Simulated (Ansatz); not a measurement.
## Two runs on BAs

System: BAs (F-43m, 2 atoms in the cell).
Method of run A: DFT, revPBE, plane waves, PAW, no spin polarisation (Ansatz 0.2.0).

The structure derives from an entry of the Crystallography Open Database. Text and figures count atoms from 1; the logs count them from 0 in places.

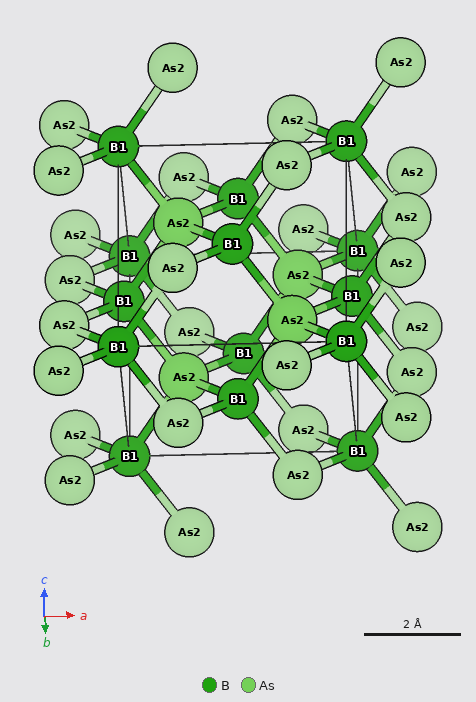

Figure 1. The structure as given in the input (ball-and-stick view of the cell 4 times as large as that of the calculation, set on its symmetry axes, seen at an oblique angle; neighbours outside the cell are drawn fainter; atoms are numbered from 1 in the order of the input).

## Input file, run A
```yaml
crystal:
  lattice:
    - [0.0, 2.3885, 2.3885]
    - [2.3885, 0.0, 2.3885]
    - [2.3885, 2.3885, 0.0]
  atoms:
    - { symbol: B, position: [0.0, 0.0, 0.0] }
    - { symbol: As, position: [0.25, 0.25, 0.25] }
kpoints:
  mp_grid: { grid: [10, 10, 10] }
hamiltonian:
  xc: revpbe
scf:
  occupations: { method: gaussian, width: 0.02 }
output:
  forces: true
  eigenvalues: true
  stress: true
relax:
  adjacent_minimum: "off"
  f_tol: 0.005
  max_steps: 80
  cell: { stress_tol: 0.05 }
```

Launched with:
```bash
ansatz run input.yaml --threads 4 --pin off --max-ram 11264MiB --backend cpu --events-out ev --progress --plain --runs-dir out
```

Hardware: 4 threads of Arm Neoverse V1, 24 GiB of memory available, shared host.

## Output, shortened to warnings, some set-up lines, iterations and results (run A)
```
Basis set: ecut = 420 eV, 531 PW (Γ), exchange–correlation on 48×48×48 points (8 copies of the dense FFT grid, shifted against one another)
Symmetry: 24 space group operations
k-points: 47 of 1000 (time reversal used)
Initial density: superposition of atomic densities (neutral atoms: chi_scale 0, normalization atom), corrected by the library's trained network
[...]
SCF iter   1: F=—  HF=-5017.054989 eV  |F-HF|=—  |Δ(HF+E_count)|=         —  Δρ=1.61e-3  dr2=3.35e-4  ethr=1.77e-3  ⟨swp⟩=6.0  Hψ=3358  notcnv=0
SCF iter   2: F=—  HF=-5017.055081 eV  |F-HF|=—  |Δ(HF+E_count)|=   9.18e-5  Δρ=9.31e-4  dr2=1.43e-4  ethr=1.86e-6  ⟨swp⟩=2.0  Hψ=1578  notcnv=0
SCF iter   3: F=—  HF=-5017.055121 eV  |F-HF|=—  |Δ(HF+E_count)|=   3.96e-5  Δρ=4.02e-4  dr2=2.15e-5  ethr=7.93e-7  ⟨swp⟩=2.7  Hψ=1000  notcnv=0
SCF iter   4: F=—  HF=-5017.055145 eV  |F-HF|=—  |Δ(HF+E_count)|=   2.44e-5  Δρ=3.81e-5  dr2=4.26e-7  ethr=1.19e-7  ⟨swp⟩=2.0  Hψ=790  notcnv=0
SCF iter   5: F=-5017.055145 eV  HF=-5017.055145 eV  |F-HF|=6.58e-8  |Δ(HF+E_count)|=   3.21e-7  Δρ=1.48e-5  dr2=4.62e-8  ethr=2.37e-9  ⟨swp⟩=2.0  Hψ=1034  notcnv=0
[... 26 lines ...]
SCF iter   3: F=—  HF=-5017.069170 eV  |F-HF|=—  |Δ(HF+E_count)|=   6.86e-7  Δρ=1.02e-5  dr2=5.92e-9  ethr=2.32e-10  ⟨swp⟩=2.0  Hψ=799  notcnv=0
SCF iter   4: F=—  HF=-5017.069170 eV  |F-HF|=—  |Δ(HF+E_count)|=   6.85e-8  Δρ=1.73e-6  dr2=1.90e-10  ethr=3.29e-11  ⟨swp⟩=3.0  Hψ=1031  notcnv=0
SCF iter   5: F=-5017.069170 eV  HF=-5017.069170 eV  |F-HF|=1.27e-11  |Δ(HF+E_count)|=   1.56e-9  Δρ=2.20e-7  dr2=5.37e-12  ethr=1.00e-12  ⟨swp⟩=3.6  Hψ=2494  notcnv=0
SCF 5 converged in 5 iterations: F = -5017.069170 eV  dr2 = 5.37e-12
relax step   5: F+E_penalty+E_count = -5017.06916967 eV  Δ(F+E_penalty+E_count) = -5.948e-4 eV  max|allowed force component| = 5.407e-17 eV/Å  Δτ_max = 0.0000 Å  P = +0.027 …
basis re-selected at this cell: Δ(F+E_penalty+E_count) = -5.948e-4 eV, ΔP = +0.025 GPa vs the last step (what re-selecting the basis moved, of the pressure what is left beyond the Pulay correction that the steps carried, after the strain that the cell walked since its last selection, with what the …
SCF converged after 5 iterations
Free energy (F): -5017.069170 eV
Harris-Foulkes:  -5017.069170 eV  (|F-HF|=1.27e-11)
Internal energy: -5017.069170 eV  (E = F + TS)
E sigma→0 (E₀):  -5017.069170 eV
Fermi energy:    11.280456 eV
--- Per-component energies (eV) ---
  E_band       = -217.173878
  E_kinetic    = 150.370226
  E_local      = -1722.785086  (includes V_loc(G=0)·N_el)
  E_nonlocal   = -659.212487
  E_hartree    = 951.323537
  E_xc         = -110.917585
  E_vxc        = -116.845624  (∫ρ·V_xc dr)
  E_paw        = -1919.841617  (= ΣΔE_a)
  E_vpaw       = 228.651938  (= ΣTr[D̂ρ^β])
  E_aug_tail   = 0.000006  (compensation charges beyond the density's cutoff)
  E_ewald      = -1705.828944
  E_core_change = -0.177220  (= ΣΔE_core)
  E_smearing   = -0.000000  (= −TS)
  E_closure    = -0.000000  (closes the sum)
  Σ components = -5017.069170   (vs F -5017.069170, Δ=0.00e0)
--- Forces (eV/Å), atoms counted from 1 ---
  atom   1  B      0.00000000    -0.00000000    -0.00000000
  atom   2  As    -0.00000000    -0.00000000    -0.00000000
  max |Σ_I F_I| component: 1.32e-16 eV/Å
--- Stress (GPa, compression-positive) ---
        0.026506      -0.000000       0.000000
        0.000000       0.026506       0.000000
        0.000000       0.000000       0.026506
  P = ⅓ Tr σ = 0.0265 GPa (0.265 kbar)
--- Relaxed structure (4 steps of the walk, 4 accepted, 1 SCFs on fresh bases) ---
  F+E_penalty+E_count = -5017.06916967 eV   max|allowed force component| = 5.407e-17 eV/Å   (the final SCF, on the basis selected at the relaxed cell)
  cell:  # Å, volume = 28.2197 Å³
    - [1.4967655346630795e-33, 2.416428444709344, 2.416428444709344]
    - [2.416428444709344, 4.09540527143983e-33, 2.416428444709344]
    - [2.416428444709344, 2.416428444709344, 4.560357969441553e-33]
  atoms:
    - { symbol: B, position: [-8.819283553165328e-34, 4.5860274476459705e-34, 9.155256259952579e-34] }
    - { symbol: As, position: [0.25, 0.25, 0.25] }
```

For run B the input was changed thus:
```diff
+basis:
+  ecutwfc: 420
-  xc: revpbe
+  xc: pbe
```

What does this change do to the results?

The total energies belong to different methods, so their difference says nothing on which is more stable or more accurate. The gap on the mesh goes from 1.24 to 1.20 eV. The volume per atom goes from 14.11 to 13.90 Å³. The functional changes from revPBE to PBE. The SCF takes 21 iterations over all geometry steps against 26.

## Output, shortened to warnings, some set-up lines, iterations and results (run B)
```
Basis set: ecut = 420 eV, 531 PW (Γ), exchange–correlation on 48×48×48 points (8 copies of the dense FFT grid, shifted against one another)
Symmetry: 24 space group operations
k-points: 47 of 1000 (time reversal used)
Initial density: superposition of atomic densities (neutral atoms: chi_scale 0, normalization atom), corrected by the library's trained network
[...]
SCF iter   1: F=—  HF=-5012.100099 eV  |F-HF|=—  |Δ(HF+E_count)|=         —  Δρ=7.94e-4  dr2=9.93e-5  ethr=1.77e-3  ⟨swp⟩=6.0  Hψ=3363  notcnv=0
SCF iter   2: F=—  HF=-5012.100235 eV  |F-HF|=—  |Δ(HF+E_count)|=   1.36e-4  Δρ=4.47e-4  dr2=3.15e-5  ethr=5.51e-7  ⟨swp⟩=2.9  Hψ=1611  notcnv=0
SCF iter   3: F=—  HF=-5012.100259 eV  |F-HF|=—  |Δ(HF+E_count)|=   2.41e-5  Δρ=2.47e-4  dr2=5.70e-6  ethr=1.75e-7  ⟨swp⟩=2.2  Hψ=980  notcnv=0
SCF iter   4: F=—  HF=-5012.100282 eV  |F-HF|=—  |Δ(HF+E_count)|=   2.29e-5  Δρ=4.70e-5  dr2=6.16e-7  ethr=3.17e-8  ⟨swp⟩=2.8  Hψ=1034  notcnv=0
SCF iter   5: F=-5012.100282 eV  HF=-5012.100282 eV  |F-HF|=5.48e-8  |Δ(HF+E_count)|=   4.93e-8  Δρ=1.85e-5  dr2=8.32e-8  ethr=3.42e-9  ⟨swp⟩=2.0  Hψ=1016  notcnv=0
[... 19 lines ...]
SCF iter   3: F=—  HF=-5012.104996 eV  |F-HF|=—  |Δ(HF+E_count)|=   9.11e-8  Δρ=6.18e-6  dr2=2.71e-9  ethr=1.09e-10  ⟨swp⟩=2.0  Hψ=796  notcnv=0
SCF iter   4: F=—  HF=-5012.104996 eV  |F-HF|=—  |Δ(HF+E_count)|=   1.02e-8  Δρ=1.07e-6  dr2=1.28e-10  ethr=1.50e-11  ⟨swp⟩=3.0  Hψ=1034  notcnv=0
SCF iter   5: F=-5012.104996 eV  HF=-5012.104996 eV  |F-HF|=5.46e-12  |Δ(HF+E_count)|=  2.91e-10  Δρ=1.47e-7  dr2=3.62e-12  ethr=1.00e-12  ⟨swp⟩=5.2  Hψ=2260  notcnv=0
SCF 4 converged in 5 iterations: F = -5012.104996 eV  dr2 = 3.62e-12
relax step   4: F+E_penalty+E_count = -5012.10499585 eV  Δ(F+E_penalty+E_count) = -3.519e-4 eV  max|allowed force component| = 1.029e-16 eV/Å  Δτ_max = 0.0000 Å  P = +0.038 …
basis re-selected at this cell: Δ(F+E_penalty+E_count) = -3.519e-4 eV, ΔP = +0.015 GPa vs the last step (what re-selecting the basis moved, of the pressure what is left beyond the Pulay correction that the steps carried, after the strain that the cell walked since its last selection, with what the …
SCF converged after 5 iterations
Free energy (F): -5012.104996 eV
Harris-Foulkes:  -5012.104996 eV  (|F-HF|=5.46e-12)
Internal energy: -5012.104996 eV  (E = F + TS)
E sigma→0 (E₀):  -5012.104996 eV
Fermi energy:    11.412359 eV
--- Per-component energies (eV) ---
  E_band       = -215.046186
  E_kinetic    = 151.210373
  E_local      = -1711.360241  (includes V_loc(G=0)·N_el)
  E_nonlocal   = -657.826942
  E_hartree    = 946.619089
  E_xc         = -111.112687
  E_vxc        = -117.242221  (∫ρ·V_xc dr)
  E_paw        = -1915.279897  (= ΣΔE_a)
  E_vpaw       = 226.934596  (= ΣTr[D̂ρ^β])
  E_aug_tail   = 0.000006  (compensation charges beyond the density's cutoff)
  E_ewald      = -1714.354697
  E_smearing   = -0.000000  (= −TS)
  E_closure    = -0.000000  (closes the sum)
  Σ components = -5012.104996   (vs F -5012.104996, Δ=0.00e0)
--- Forces (eV/Å), atoms counted from 1 ---
  atom   1  B      0.00000000    -0.00000000    -0.00000000
  atom   2  As    -0.00000000    -0.00000000    -0.00000000
  max |Σ_I F_I| component: 2.38e-16 eV/Å
--- Stress (GPa, compression-positive) ---
        0.038357       0.000000       0.000000
        0.000000       0.038357       0.000000
        0.000000       0.000000       0.038357
  P = ⅓ Tr σ = 0.0384 GPa (0.384 kbar)
--- Relaxed structure (3 steps of the walk, 3 accepted, 1 SCFs on fresh bases) ---
  F+E_penalty+E_count = -5012.10499585 eV   max|allowed force component| = 1.029e-16 eV/Å   (the final SCF, on the basis selected at the relaxed cell)
  cell:  # Å, volume = 27.8007 Å³
    - [8.152595252632945e-34, 2.40441116944153, 2.40441116944153]
    - [2.40441116944153, 3.6941447238493026e-33, 2.40441116944153]
    - [2.40441116944153, 2.40441116944153, 2.9298389189149637e-33]
  atoms:
    - { symbol: B, position: [-7.802966115133897e-34, 7.567785220382822e-34, 7.399798866989196e-34] }
    - { symbol: As, position: [0.25, 0.25, 0.25] }
```

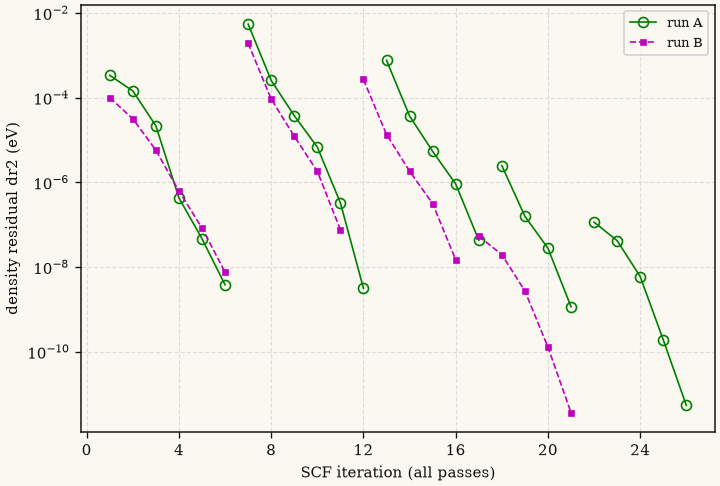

Figure 2. Convergence of the two runs: density residual dr2 against the SCF iteration. A break in a curve parts two SCF passes. Run A takes 26 iterations in all, and run B takes 21.

## The two runs side by side

| quantity | run A | run B |
| --- | --- | --- |
| outcome | converged | converged |
| free energy per atom (eV) | −2508.5346 | −2506.0525 |
| gap on the mesh (eV) | 1.24 | 1.20 |
| pressure (GPa) | 0.03 | 0.04 |
| volume per atom (Å³) | 14.11 | 13.90 |
| largest force (eV/Å) | 0.000 | 0.000 |
| SCF iterations | 26 | 21 |
| irreducible k-points | 47 | 47 |
| wall time (shared host) | 3.1 s | 2.5 s |
